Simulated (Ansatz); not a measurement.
**CoSn3: density, localisation and related maps**

The calculation's input:

```
crystal:
  lattice:
    - [8.48624822, -3.11950966, 0.0]
    - [8.48624822, 3.11950966, 0.0]
    - [0.0, 0.0, 6.24619064]
  atoms:
    - { symbol: Co, position: [0.42016542, 0.42016542, 0.0] }
    - { symbol: Co, position: [0.92016542, 0.92016542, 0.5] }
    - { symbol: Co, position: [0.57983458, 0.57983458, 0.0] }
    - { symbol: Co, position: [0.07983458, 0.07983458, 0.5] }
    - { symbol: Sn, position: [0.83693444, 0.16306556, 0.16257766] }
    - { symbol: Sn, position: [0.33693444, 0.66306556, 0.33742234] }
    - { symbol: Sn, position: [0.66306556, 0.33693444, 0.66257766] }
    - { symbol: Sn, position: [0.16306556, 0.83693444, 0.83742234] }
    - { symbol: Sn, position: [0.02329107, 0.64685299, 0.1909067] }
    - { symbol: Sn, position: [0.52329107, 0.14685299, 0.3090933] }
    - { symbol: Sn, position: [0.14685299, 0.52329107, 0.6909067] }
    - { symbol: Sn, position: [0.64685299, 0.02329107, 0.8090933] }
    - { symbol: Sn, position: [0.35314701, 0.97670893, 0.1909067] }
    - { symbol: Sn, position: [0.85314701, 0.47670893, 0.3090933] }
    - { symbol: Sn, position: [0.47670893, 0.85314701, 0.6909067] }
    - { symbol: Sn, position: [0.97670893, 0.35314701, 0.8090933] }
basis:
  ecutwfc: 500
kpoints:
  mp_grid: { grid: [6, 6, 6] }
hamiltonian:
  xc: r2scan
scf:
  occupations: { method: gaussian, width: 0.1 }
output:
  forces: true
  stress: true
  eigenvalues: true
  populations: true
  write_density: true
  write_potential: true
  elf: true
  volumetric_format: npy
```

Launched as:

```sh
ansatz run input.yaml --threads 4 --pin off --max-ram 10240MiB --backend cpu --events-out ev --progress --plain --runs-dir out
```

Below, planes, directions and counts refer to the conventional cell (a = 16.97 Å, b = 6.24 Å, c = 6.25 Å, α = 90.00°, β = 90.00°, γ = 90.00°).

Space group Cmce; a structure from a database of computed crystals, not necessarily the ambient phase; computed without spin polarisation.

Computed with Ansatz 0.2.0, DFT r2SCAN, scalar-relativistic, plane waves, PAW.

The density is the valence pseudo-density of a PAW calculation; it isn't the true density close to the nuclei.

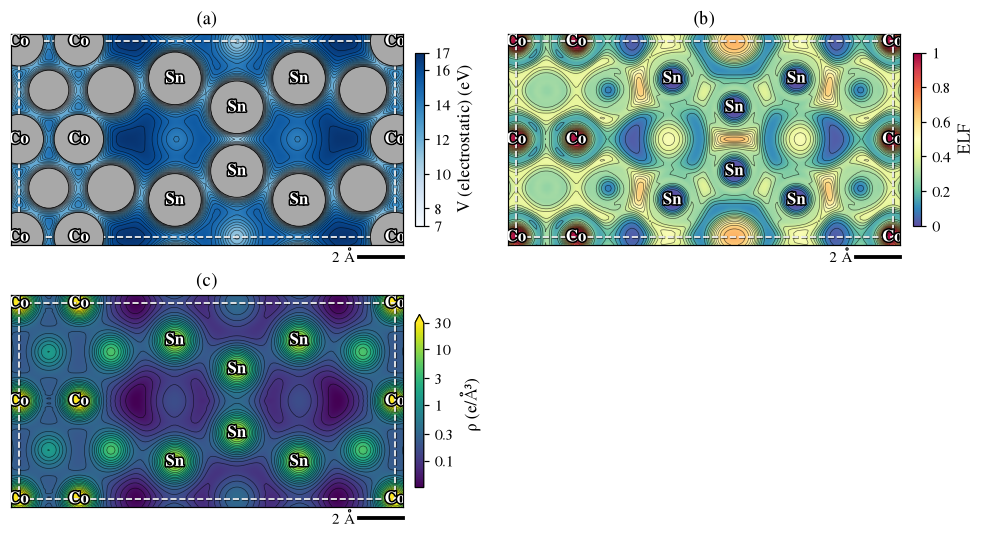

Figure 1. (a) electrostatic potential energy of an electron; (b) ELF; (c) valence electron density on the (011) plane of the conventional cell. Grey discs cover the atomic cores in the potential map.

Q: What do the fields say about this system?

A: The plane passes through Co and Sn nuclei.
Atoms just off the plane (Sn, 0.5 Å away) can leave unmarked features too.
Co–Co (2.71 Å): ρ is about 0.27 e/Å³ halfway; the ELF is about 0.30 at the midpoint.
Sn–Sn (2.87 Å): ρ is about 0.35 e/Å³ halfway; the ELF peaks at about 0.70 between the atoms.
Between the atoms the lowest density in this plane is 0.03 e/Å³.
The features right at Co lie inside the PAW spheres, where the map follows smoothed inner orbitals and isn't to be read closely.
Outside the cores the potential energy rises away from the atoms and is highest about 2.3 Å from the nearest atoms; its zero is arbitrary.

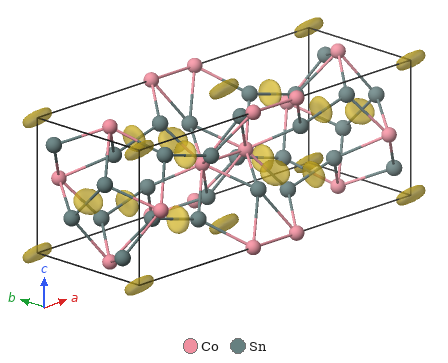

Figure 2. Isosurface of the ELF at 0.55 (yellow), seen at an oblique angle. Only the valence region is drawn (cores and ρ < 0.01 e/Å³ removed). Sticks mark near contacts.

Q: What do the ELF domains correspond to?

A: The surface consists of twelve regions between bonded Sn–Sn atoms, counted in one cell of 32 atoms. Regions shared between cells count once. Profiles from the grid: Co–Sn (2.68 Å): the ELF is about 0.45 at the midpoint.

Q: Metal or insulator at this level of theory?

A: It is gapless in this calculation (a metal or semimetal).
